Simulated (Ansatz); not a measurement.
Given this structure, the end point of a relaxation with DFT, revPBE, plane waves (420 eV) with PAW, scalar-relativistic (Ansatz 0.2.0); the starting structure was generated, so it need not be a known form of this composition, written in its standard cell:

Space group P6/mmm (No. 191). a = 4.885 Å, b = 4.885 Å, c = 2.743 Å, α = 90.00°, β = 90.00°, γ = 120.00°
| atom | site | symmetry | x | y | z |
| --- | --- | --- | --- | --- | --- |
| Ta | 1a | 6/mmm | 0.0000 | 0.0000 | 0.0000 |
| Ta | 2d | -6m2 | 0.3333 | 0.6667 | 0.5000 |

Q: What does the kinematic electron diffraction pattern along [102] look like at 200 kV (B = 1 Å²)?

A: The spots form a rectangular net whose two shortest vectors correspond to d = 4.23 Å and 1.82 Å, 90.0° apart. They are 0 -1 0 (itself too weak to see) and -2 1 1. The pattern has symmetry 2mm. Reflections such as 0 1 0, 0 2 0, 0 4 0 are allowed but too weak to see at this display level.

Strongest reflections with d > 0.80 Å, one of each family (|F|² from tabulated Gaussian fits of the electron scattering factors, times a small damping for the curvature of the Ewald sphere):

```tsv
hkl	d (Å)	I (strongest = 100)
0 3 0	1.410	100
2 0 -1	1.675	66
2 1 -1	1.381	42
4 -2 -2	0.912	27
2 -1 -1	1.824	20
2 3 -1	0.915	12
```

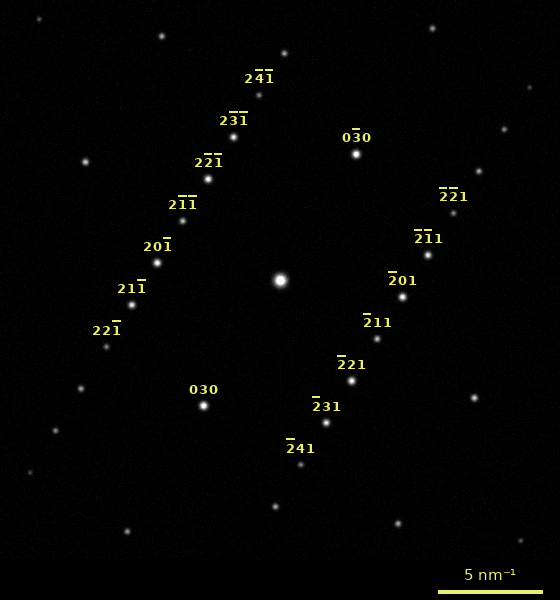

Calculated pattern, seen from the source side with [102] pointing towards the source.
